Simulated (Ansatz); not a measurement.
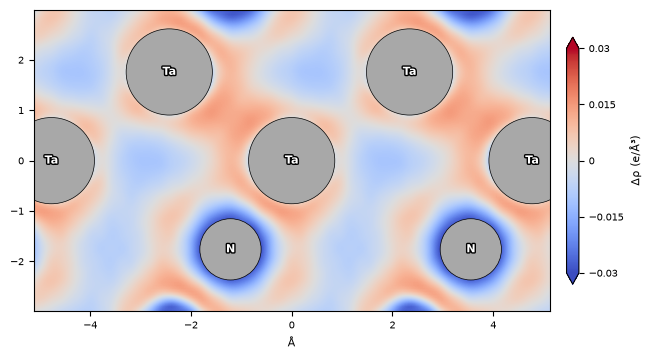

Ta$_{2}$N. Difference of the valence pseudo-densities of two functionals at the same geometry, on the (110) plane of the calculation cell: one of PBEsol and r2SCAN less the other.

Both computed with Ansatz (plane waves, PAW), on the same k-point mesh. Grey discs cover the atomic cores.

```
Ta N
1.0
     3.04932    0.00000    0.00000
    -1.52466    2.64079    0.00000
     0.00000    0.00000    4.77043
Ta N
2 1
Direct
  0.33333 0.66667 0.25471
  0.66667 0.33333 0.74529
  0.00000 0.00000 0.00000
```

Q: Which was subtracted from which, and what does the map show?

A: It is PBEsol less r2SCAN. Against r2SCAN, PBEsol gives more density around Ta (+0.007 e/Å³ on average at 1.2 Å from the nucleus), less density around N (−0.018 e/Å³ on average at 0.8 Å from the nucleus), less density in the space between the atoms (−0.005 e/Å³ on average) and a change of +0.011 e/Å³ at the midpoint of Ta–N and +0.012 e/Å³ at the midpoint of Ta–Ta.
